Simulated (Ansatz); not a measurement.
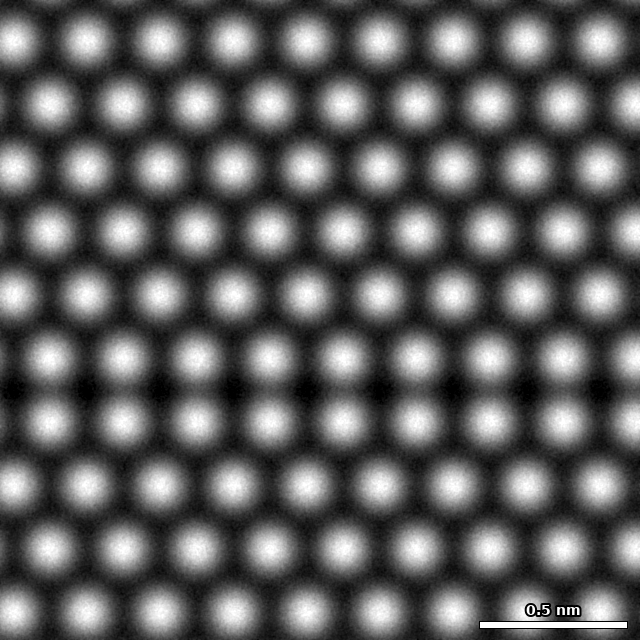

HAADF-like image of Sn (Pm-3m, No. 221) along [111]. The image is simulated as a sum over atoms of Z^1.6, blurred by a 1.30 Å probe (no channelling). The probe carries 15 % of its weight in a tail 2.5 times as wide. The display is stretched by a gamma of 0.8; percentages refer to the linear signal. Shot noise was added.

One planar defect was built into the perfect crystal by geometry alone, without relaxation. Host structure: the geometry relaxed with DFT PBE, scalar-relativistic, plane waves, PAW (Ansatz); the starting structure was generated, so it need not be a known form of this composition.

Question: Find the planar defect and say what kind it is.

Answer: A planar fault (a stacking fault) runs horizontally about 13 Å below the top edge. The part above it is shifted along the boundary by 1/2 of the 2.52 Å repeat of the rows (1.3 Å to the right, the same as to the left); both parts keep the same orientation.
